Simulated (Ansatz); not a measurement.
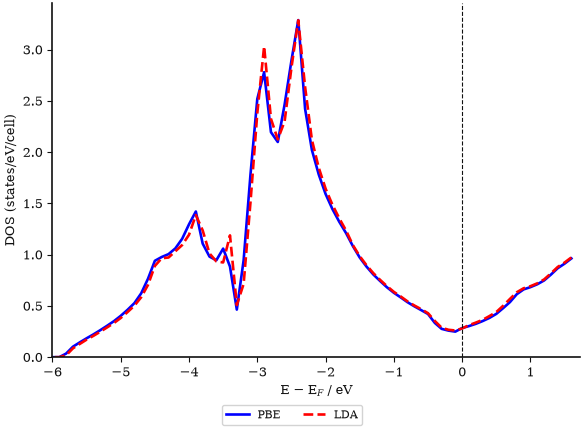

Total densities of states of TiC, space group Fm-3m, 2 atoms in the cell, by two methods on the same cell. Each is counted from its own Fermi level.

What changes from one method to the other?

Answer. PBE gives a metal with about 0.28 states per eV and cell at the Fermi level and LDA gives a metal with about 0.29 states per eV and cell at the Fermi level.

Settings. PBE: DFT PBE, scalar-relativistic, plane waves, PAW, no spin polarisation, 22×22×22 k mesh, 420 eV cutoff, Gaussian smearing of 0.1 eV (Ansatz). LDA: DFT LDA, scalar-relativistic, plane waves, PAW, no spin polarisation, 22×22×22 k mesh, 420 eV cutoff, Gaussian smearing of 0.1 eV (Ansatz).

The structure is an invented one, so it need not be a known or stable phase.
